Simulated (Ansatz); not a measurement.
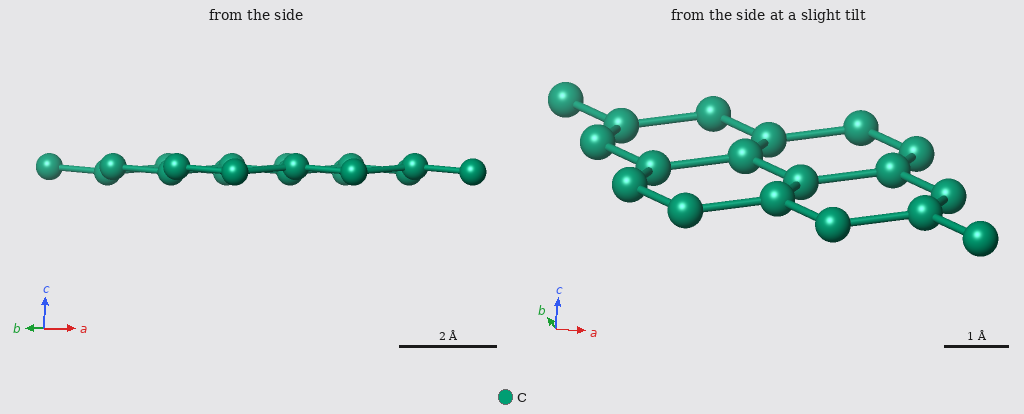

A ball-and-stick picture of a periodic sheet, seen from the side and from the side at a slight tilt. The surface normal points up in side views; the vacuum is left out. 3×3 cells are drawn in the plane, with atoms at the edges repeated.

The cell holds 2 C.

Question: What is the thickness of the slab?

Answer: About 0.1 Å from the lowest to the highest atom.

Question: How are the atoms bonded?

Answer: C is linked to three C in a distorted trigonal planar arrangement at about 1.4 Å. The bonds build C layers parallel to the surface.

The model was built from a structure listed in the Materials Project. The cell was then strained or its atoms displaced on purpose. A calculation with Ansatz used it as input.

At this level of theory the run's own cell isn't at rest (stretched, at -5 GPa and forces up to 3.3 eV/Å), so its distances can differ from those at equilibrium, the more so the softer the solid.
